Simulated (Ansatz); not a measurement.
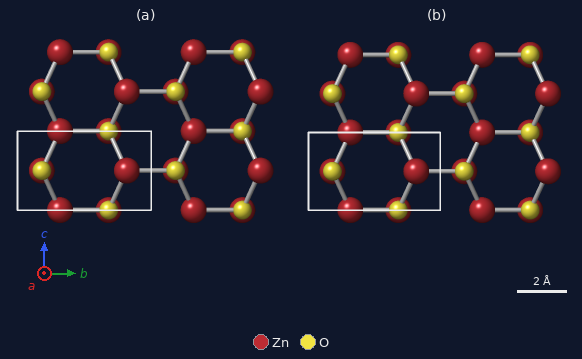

The structure of solid ZnO (set up in P4_2/mnm) before (left) and after (right) a relaxation, at one scale.

Style: ball-and-stick. Shown: the cell of the calculation, repeated 1 × 2 × 2 with one cell outlined, along the a axis.

Case: relaxed functional: LDA.

The calculation used DFT LDA, scalar-relativistic, plane waves, PAW in Ansatz. Set-up: plane-wave cutoff 420 eV; k-point mesh 6 × 6 × 8; occupations gaussian; smearing width 0.02 eV; no spin polarisation; cell and atoms relaxed; force threshold 0.01 eV/Å; at most 60 steps.

> What changed between the two?

The largest moves relative to the cell, 0.005 Å, are those of O atoms. Largest moves by element: O 0.005 Å, Zn 0.002 Å. Cell: a = b 5.518 → 5.440 Å (−1.4 %), c 3.259 → 3.204 Å (−1.7 %). Volume −4.4 %. Among the contacts that change: O–Zn 2.012 → 1.982 Å, O–Zn 1.941 → 1.912 Å. The space group stays P4_2/mnm (No. 136). The energy falls by 11.5 meV per atom in 4 accepted moves (6 points after the start). Largest force component: 0.034 eV/Å at the start, 0.0017 eV/Å at the end. The pressure goes from −6.36 to −0.01 GPa. At 2 points the geometry stayed and the basis and grid were re-selected for the new cell (energy shift of 2.3 meV per atom at most each time). Cost: 52 s on 2 threads of Intel(R) Xeon(R) Processor @ 2.70GHz, on a shared host, peak memory 0.51 GiB.
